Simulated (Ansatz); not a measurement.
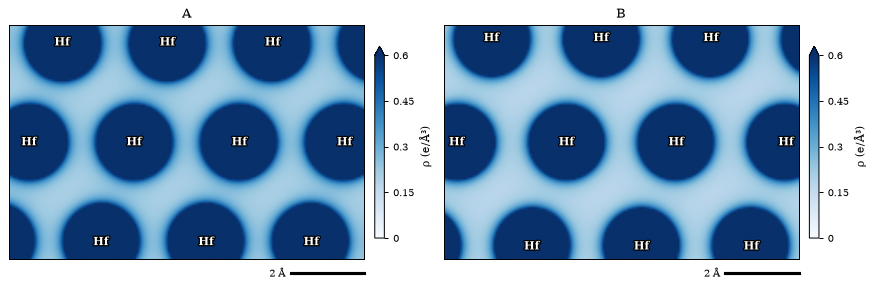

Hf. The valence electron density of two cells that differ in size, on the (001) plane of each (indices in the axes of the calculation cell), at one length scale and on one colour scale; one has 18.2 and the other 20.7 Å³ an atom.

The calculation used DFT LDA, scalar-relativistic, plane waves, PAW (Ansatz 0.2.0).

The density is the valence pseudo-density of a PAW calculation; it isn't the true density close to the nuclei.

Q: Which panel shows the smaller cell, and what does the compression change?

A: Panel A is the smaller cell, by 12 % in volume. From the larger cell to the smaller, Hf–Hf goes from 3.00 to 2.87 Å, and the density at its midpoint from 0.22 to 0.26 e/Å³; the pressure goes from −1.6 to 15 GPa.
